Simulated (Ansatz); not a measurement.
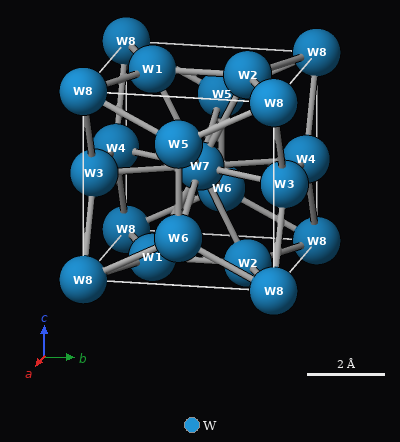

Figure 1. The structure as given in the input (ball-and-stick view of the cell of the calculation, seen slightly off an axis; atoms are numbered from 1 in the order of the input). An atom can appear more than once, as a periodic image. Near neighbours in the periodic cell (some may lie outside the picture): W has 6 W at 2.54 to 2.84 Å; W has 12 W at 2.84 Å.

**Two runs on W**

System: W (8 atoms in the cell).
Method of run 1: Kohn-Sham DFT of a periodic cell, LDA, Ansatz PAW, no spin polarisation (Ansatz 0.2.0).

The structure derives from an entry of the Crystallography Open Database. Text and figures count atoms from 1; the logs count them from 0 in places.

**Input, run 1**
```yaml
crystal:
  lattice:
    - [5.083, 0.0, 0.0]
    - [0.0, 5.083, 0.0]
    - [0.0, 0.0, 5.083]
  atoms:
    - { symbol: W, position: [0.5, 0.25, 0.0] }
    - { symbol: W, position: [0.5, 0.75, 0.0] }
    - { symbol: W, position: [0.75, 0.0, 0.5] }
    - { symbol: W, position: [0.25, 0.0, 0.5] }
    - { symbol: W, position: [0.0, 0.5, 0.75] }
    - { symbol: W, position: [0.0, 0.5, 0.25] }
    - { symbol: W, position: [0.5, 0.5, 0.5] }
    - { symbol: W, position: [0.0, 0.0, 0.0] }
hamiltonian:
  xc: lda
  pseudopotentials: { kind: paw }
kpoints:
  mp_grid: { grid: [5, 5, 5] }
scf:
  occupations: { method: fermi_dirac, width: 0.05 }
output:
  forces: true
  stress: true
  eigenvalues: true
relax:
  f_tol: 0.01
  max_steps: 40
  cell: { stress_tol: 0.05 }
```

Command:
```bash
ansatz run input.yaml --threads 4 --pin off --max-ram 11264MiB --backend cpu --events-out ev --progress --plain --runs-dir out
```

Hardware: 4 threads of Intel Xeon @ 2.50GHz (Skylake/Cascade Lake), 189 GiB of memory available, shared host.

**Output, shortened to warnings, some set-up lines, iterations and results (run 1)**
```
Basis set: ecut = 420 eV, 2553 PW (Γ)
Symmetry: 48 space group operations
k-points: 10 of 125
Initial density: superposition of atomic densities (neutral atoms: chi_scale 0, normalization atom), corrected by the library's trained network
[...]
SCF iter   1: F=—  HF=-81037.749267 eV  |F-HF|=—  |Δ(HF+E_count)|=         —  Δρ=7.36e-3  dr2=5.64e-2  ethr=1.77e-3  ⟨swp⟩=4.2  Hψ=2509  notcnv=0  defer=5
SCF iter   2: F=—  HF=-81037.738155 eV  |F-HF|=—  |Δ(HF+E_count)|=   1.11e-2  Δρ=4.18e-3  dr2=1.72e-2  ethr=5.04e-5  ⟨swp⟩=1.0  Hψ=790  notcnv=0  defer=9
SCF iter   3: F=—  HF=-81037.733317 eV  |F-HF|=—  |Δ(HF+E_count)|=   4.84e-3  Δρ=4.02e-4  dr2=1.19e-4  ethr=1.54e-5  ⟨swp⟩=2.0  Hψ=868  notcnv=0  defer=9
SCF iter   4: F=—  HF=-81037.733301 eV  |F-HF|=—  |Δ(HF+E_count)|=   1.63e-5  Δρ=6.40e-5  dr2=2.61e-6  ethr=1.06e-7  ⟨swp⟩=2.0  Hψ=1121  notcnv=0  defer=9
SCF iter   5: F=—  HF=-81037.733288 eV  |F-HF|=—  |Δ(HF+E_count)|=   1.32e-5  Δρ=1.01e-5  dr2=7.94e-8  ethr=2.33e-9  ⟨swp⟩=2.2  Hψ=946  notcnv=0  defer=9
[... 33 lines ...]
SCF iter   6: F=-81038.024794 eV  HF=-81038.024794 eV  |F-HF|=2.91e-11  |Δ(HF+E_count)|=  4.37e-11  Δρ=2.31e-9  dr2=9.04e-15  ethr=1.00e-12  ⟨swp⟩=1.0  Hψ=680  notcnv=0
SCF iter   7: F=-81038.024794 eV  HF=-81038.024794 eV  |F-HF|=1.46e-11  |Δ(HF+E_count)|=  1.46e-11  Δρ=8.61e-10  dr2=7.63e-16  ethr=1.00e-12  ⟨swp⟩=1.0  Hψ=680  notcnv=0
SCF iter   8: F=-81038.024794 eV  HF=-81038.024794 eV  |F-HF|=2.91e-11  |Δ(HF+E_count)|=  1.46e-11  Δρ=1.86e-10  dr2=7.35e-17  ethr=1.00e-12  ⟨swp⟩=1.9  Hψ=1449  notcnv=0
SCF 5 converged in 8 iterations: F = -81038.024794 eV  dr2 = 7.35e-17
relax step   5: F+E_penalty+E_count = -81038.02479422 eV  Δ(F+E_penalty+E_count) = +1.406e-3 eV  max|allowed force component| = 5.688e-17 eV/Å  Δτ_max = 0.0000 Å  P = -0.034 …
basis re-selected at this cell: Δ(F+E_penalty+E_count) = +1.406e-3 eV, ΔP = -0.001 GPa vs the last step (what re-selecting the basis moved, of the pressure what is left beyond the Pulay correction that the steps carried, after the strain that the cell walked since its last selection, with what the …
SCF converged after 8 iterations
Free energy (F): -81038.024794 eV
Harris-Foulkes:  -81038.024794 eV  (|F-HF|=2.91e-11)
Internal energy: -81038.005826 eV  (E = F + TS)
E sigma→0 (E₀):  -81038.015310 eV
Entropy (-TS):   -0.018968 eV (-2.371 meV/atom)
Fermi energy:    22.318426 eV
--- Per-component energies (eV) ---
  E_band       = -652.563773
  E_kinetic    = 3613.829857
  E_local      = -4832.064122  (includes V_loc(G=0)·N_el)
  E_nonlocal   = 52.375348
  E_hartree    = 1735.802475
  E_xc         = -2123.953318
  E_vxc        = -1916.125039  (∫ρ·V_xc dr)
  E_paw        = -66478.031851  (= ΣΔE_a)
  E_vpaw       = -1042.184261  (= ΣTr[D̂ρ^β])
  E_aug_tail   = -0.000508  (compensation charges beyond the density's cutoff)
  E_ewald      = -13008.228932
  E_core_change = 2.265223  (= ΣΔE_core)
  E_smearing   = -0.018968  (= −TS)
  E_closure    = 0.000000  (closes the sum)
  Σ components = -81038.024794   (vs F -81038.024794, Δ=0.00e0)
--- Forces (eV/Å), atoms counted from 1 ---
  atom   1  W     -0.00000000     0.00000000     0.00000000
  atom   2  W      0.00000000    -0.00000000    -0.00000000
  atom   3  W      0.00000000    -0.00000000     0.00000000
  atom   4  W      0.00000000     0.00000000    -0.00000000
  atom   5  W      0.00000000    -0.00000000    -0.00000000
  atom   6  W     -0.00000000     0.00000000     0.00000000
  atom   7  W      0.00000000    -0.00000000     0.00000000
  atom   8  W     -0.00000000     0.00000000     0.00000000
  max |Σ_I F_I| component: 5.67e-17 eV/Å
--- Stress (GPa, compression-positive) ---
       -0.033883       0.000000      -0.000000
        0.000000      -0.033883      -0.000000
       -0.000000       0.000000      -0.033883
  P = ⅓ Tr σ = -0.0339 GPa (-0.339 kbar)
--- Relaxed structure (4 steps of the walk, 3 accepted, 1 SCFs on fresh bases) ---
  F+E_penalty+E_count = -81038.02479422 eV   max|allowed force component| = 5.688e-17 eV/Å   (the final SCF, on the basis selected at the relaxed cell)
  cell:  # Å, volume = 125.1403 Å³
[...]
```

The input of run 2 differs as follows (lines with − go, lines with + come):
```diff
-  xc: lda
+  xc: r2scan
+  write_density: true
+  write_potential: true
+  elf: true
+  volumetric_format: npy
```

Predict how the results change.

The total energies belong to different methods, so their difference says nothing on which is more stable or more accurate. The volume per atom goes from 15.64 to 16.12 Å³. The functional changes from LDA to r2SCAN. The SCF takes 29 iterations over all geometry steps against 33. The default cutoff goes from 420 to 500 eV with the change. On the same kind of shared host run 2 took about 2.2 times as long.

**Output, shortened to warnings, some set-up lines, iterations and results (run 2)**
```
Basis set: ecut = 500 eV, 3287 PW (Γ), exchange–correlation on 160×160×160 points (64 copies of the dense FFT grid, shifted against one another)
Symmetry: 48 space group operations
k-points: 10 of 125
Initial density: superposition of atomic densities (neutral atoms: chi_scale 0, normalization atom), corrected by the library's trained network
[...]
SCF iter   1: F=—  HF=-83177.351822 eV  |F-HF|=—  |Δ(HF+E_count)|=         —  Δρ=8.94e-3  dr2=5.22e-2  dr2_τ=3.71e-1  ethr=1.77e-3  ⟨swp⟩=4.9  Hψ=2509  notcnv=0  defer=9
SCF iter   2: F=—  HF=-83177.472168 eV  |F-HF|=—  |Δ(HF+E_count)|=   1.20e-1  Δρ=5.73e-3  dr2=1.59e-2  dr2_τ=1.94e-3  ethr=4.66e-5  ⟨swp⟩=2.0  Hψ=1130  notcnv=0  defer=20
SCF iter   3: F=—  HF=-83177.479894 eV  |F-HF|=—  |Δ(HF+E_count)|=   7.73e-3  Δρ=1.10e-3  dr2=2.28e-3  dr2_τ=7.40e-4  ethr=1.42e-5  ⟨swp⟩=2.0  Hψ=901  notcnv=0  defer=20
SCF iter   4: F=—  HF=-83177.479895 eV  |F-HF|=—  |Δ(HF+E_count)|=   2.54e-7  Δρ=3.28e-4  dr2=1.03e-4  dr2_τ=1.98e-5  ethr=2.04e-6  ⟨swp⟩=2.0  Hψ=904  notcnv=0  defer=20
SCF iter   5: F=—  HF=-83177.479901 eV  |F-HF|=—  |Δ(HF+E_count)|=   6.46e-6  Δρ=8.78e-5  dr2=7.45e-6  dr2_τ=1.90e-6  ethr=9.16e-8  ⟨swp⟩=2.0  Hψ=884  notcnv=0  defer=20
[... 29 lines ...]
SCF iter   3: F=—  HF=-83177.522181 eV  |F-HF|=—  |Δ(HF+E_count)|=   3.93e-7  Δρ=3.03e-6  dr2=9.62e-9  dr2_τ=1.77e-9  ethr=2.56e-10  ⟨swp⟩=2.0  Hψ=1112  notcnv=0
SCF iter   4: F=—  HF=-83177.522181 eV  |F-HF|=—  |Δ(HF+E_count)|=   4.70e-9  Δρ=1.22e-6  dr2=2.17e-9  dr2_τ=6.73e-10  ethr=8.59e-12  ⟨swp⟩=2.0  Hψ=924  notcnv=0
SCF iter   5: F=-83177.522181 eV  HF=-83177.522181 eV  |F-HF|=2.91e-11  |Δ(HF+E_count)|=  5.82e-11  Δρ=3.49e-7  dr2=6.09e-11  dr2_τ=1.66e-11  ethr=1.00e-12  ⟨swp⟩=5.5  …
SCF 5 converged in 5 iterations: F = -83177.522181 eV  dr2 = 6.09e-11
relax step   5: F+E_penalty+E_count = -83177.52218057 eV  Δ(F+E_penalty+E_count) = +1.352e-3 eV  max|allowed force component| = 3.628e-17 eV/Å  Δτ_max = 0.0000 Å  P = -0.003 …
basis re-selected at this cell: Δ(F+E_penalty+E_count) = +1.352e-3 eV, ΔP = -0.008 GPa vs the last step (what re-selecting the basis moved, of the pressure what is left beyond the Pulay correction that the steps carried, after the strain that the cell walked since its last selection, with what the …
SCF converged after 5 iterations
Free energy (F): -83177.522181 eV
Harris-Foulkes:  -83177.522181 eV  (|F-HF|=2.91e-11)
Internal energy: -83177.502112 eV  (E = F + TS)
E sigma→0 (E₀):  -83177.512146 eV
Entropy (-TS):   -0.020069 eV (-2.509 meV/atom)
Fermi energy:    21.795709 eV
--- Per-component energies (eV) ---
  E_band       = -812.883434
  E_kinetic    = 3604.201621
  E_local      = -4950.394867  (includes V_loc(G=0)·N_el)
  E_nonlocal   = 9.889603
  E_hartree    = 1780.067329
  E_xc         = -1991.919576
  E_vxc        = -2078.644827  (∫ρ·V_xc dr)
  E_paw        = -68745.333063  (= ΣΔE_a)
  E_vpaw       = -1065.414436  (= ΣTr[D̂ρ^β])
  E_aug_tail   = -0.000402  (compensation charges beyond the density's cutoff)
  E_vtau       = 107.345081  (kinetic-family band-sum trace: ∫τ·v_τ [+ j·A + Jᵃ·Aᵃ] dr)
  E_ewald      = -12879.309166
  E_core_change = -4.703590  (= ΣΔE_core)
  E_smearing   = -0.020069  (= −TS)
  E_closure    = 0.000000  (closes the sum)
  Σ components = -83177.522181   (vs F -83177.522181, Δ=0.00e0)
--- Forces (eV/Å), atoms counted from 1 ---
  atom   1  W      0.00000000     0.00000000    -0.00000000
  atom   2  W     -0.00000000     0.00000000     0.00000000
  atom   3  W      0.00000000     0.00000000     0.00000000
  atom   4  W     -0.00000000    -0.00000000    -0.00000000
  atom   5  W     -0.00000000    -0.00000000    -0.00000000
  atom   6  W      0.00000000     0.00000000    -0.00000000
  atom   7  W     -0.00000000    -0.00000000     0.00000000
  atom   8  W     -0.00000000    -0.00000000    -0.00000000
  max |Σ_I F_I| component: 2.66e-17 eV/Å
--- Stress (GPa, compression-positive) ---
       -0.002503      -0.000000       0.000000
       -0.000000      -0.002503      -0.000000
        0.000000      -0.000000      -0.002503
  P = ⅓ Tr σ = -0.0025 GPa (-0.025 kbar)
--- Relaxed structure (4 steps of the walk, 3 accepted, 1 SCFs on fresh bases) ---
[...]
```

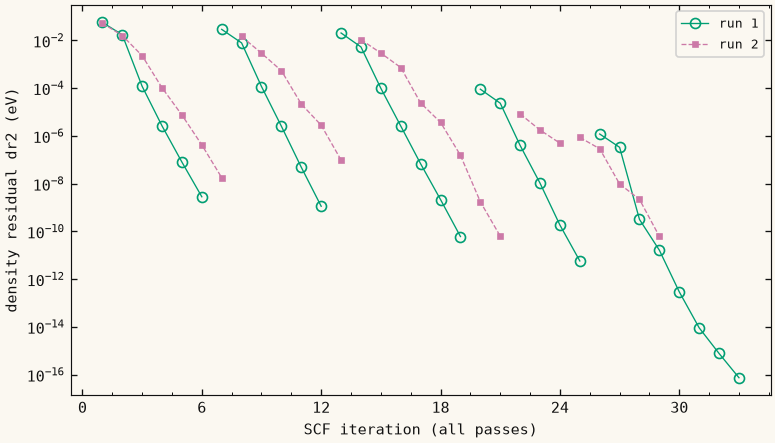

Figure 2. Convergence of the two runs: density residual dr2 against the SCF iteration. A break in a curve parts two SCF passes. Run 1 takes 33 iterations in all, and run 2 takes 29.

**The two runs side by side**

```csv
quantity,run 1,run 2
outcome,converged,converged
free energy per atom (eV),−10129.7531,−10397.1903
"energy per atom, smearing taken to zero (eV)",−10129.7519,−10397.1890
gap on the mesh (eV),0.00,0.00
pressure (GPa),−0.03,0.00
volume per atom (Å³),15.64,16.12
largest force (eV/Å),0.000,0.000
SCF iterations,33,29
irreducible k-points,10,10
wall time (shared host),17 s,36 s
```

For both runs: Spin–orbit coupling is left out, which matters for W.
